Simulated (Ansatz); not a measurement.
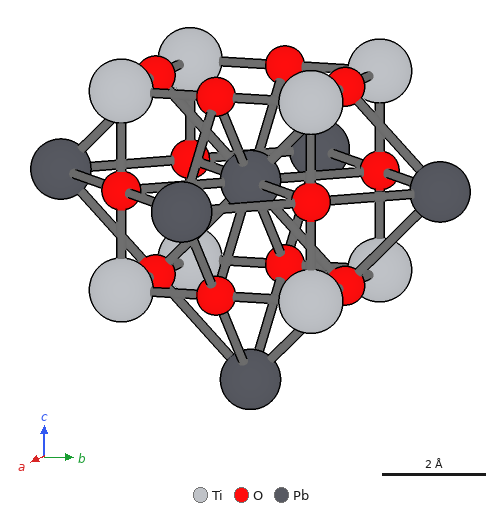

This is the input geometry for a relaxation of a slab of composition Ti4Pb3O11 (cut from the Pm-3m phase). The picture is a ball-and-stick view of the atoms within 4.2 Å of the atom that moves most (axes of the 2 × 2 repeat of the cell, outlined in the plane, without the vacuum (origin shifted)), seen slightly off an axis.

Case: (1 0 0) slab, atoms relaxed. The slab is the (1 0 0) face of TiPbO3.

Computed with DFT PBEsol, scalar-relativistic, plane waves, PAW in Ansatz 0.2.0.

Input
```yaml
crystal:
  lattice:
    - [3.9193288082, 0.0, 0.0]
    - [0.0, 3.9193288082, 0.0]
    - [0.0, 0.0, 26.7579864246]
  atoms:
    - { symbol: Ti, position: [0.5, 0.5, 0.2802901489] }
    - { symbol: O, position: [0.0, 0.5, 0.2802901489] }
    - { symbol: O, position: [0.5, 0.0, 0.2802901489] }
    - { symbol: Pb, position: [0.0, 0.0, 0.353526766] }
    - { symbol: O, position: [0.5, 0.5, 0.353526766] }
    - { symbol: Ti, position: [0.5, 0.5, 0.426763383] }
    - { symbol: O, position: [0.0, 0.5, 0.426763383] }
    - { symbol: O, position: [0.5, 0.0, 0.426763383] }
    - { symbol: Pb, position: [0.0, 0.0, 0.5] }
    - { symbol: O, position: [0.5, 0.5, 0.5] }
    - { symbol: Ti, position: [0.5, 0.5, 0.573236617] }
    - { symbol: O, position: [0.0, 0.5, 0.573236617] }
    - { symbol: O, position: [0.5, 0.0, 0.573236617] }
    - { symbol: Pb, position: [0.0, 0.0, 0.646473234] }
    - { symbol: O, position: [0.5, 0.5, 0.646473234] }
    - { symbol: Ti, position: [0.5, 0.5, 0.7197098511] }
    - { symbol: O, position: [0.0, 0.5, 0.7197098511] }
    - { symbol: O, position: [0.5, 0.0, 0.7197098511] }
basis:
  ecutwfc: 420
kpoints:
  mp_grid: { grid: [7, 7, 1] }
hamiltonian:
  xc: pbesol
scf:
  occupations: { method: gaussian, width: 0.05 }
output:
  forces: true
  eigenvalues: true
  write_density: true
  write_potential: true
  elf: true
  volumetric_format: npy
relax:
  adjacent_minimum: "off"
  f_tol: 0.02
  max_steps: 60
efield:
  axis: 3
  dipole_correction: true
  ramp_width: 0.04
```

Command:
```bash
ansatz run input.yaml --threads 2 --pin off --max-ram 5120MiB --backend cpu --events-out ev --progress --plain --runs-dir out
```

What does the optimiser find from here?

Answer. The largest moves, 0.20 Å, are those of Pb4 and Pb14. Pb14 goes along the normal (+c). By element the largest moves are Pb 0.20 Å, Ti 0.13 Å, O 0.03 Å. The cell stays as it was. Among the contacts that change: O15–Ti16 1.960 → 1.804 Å, O12–Pb14 2.771 → 2.924 Å, Pb14–O17 2.771 → 2.640 Å, Ti11–O15 1.960 → 2.026 Å. Among the angles between lasting bonds that change: Ti16–O18–Ti16 180.0° → 171.9°. Over 4 accepted moves (5 points after the start) the energy falls by 0.553 eV per cell of the calculation. The largest force component goes from 2.5 to 0.0015 eV/Å. The line search rejected the trial step at point 2 of the run. Cost: 3.8 min on 2 threads of Arm Neoverse V1, with other jobs on the host, peak memory 0.95 GiB.

The end point in the same view:

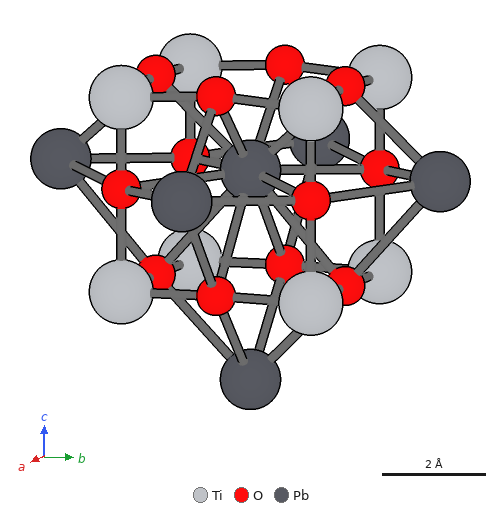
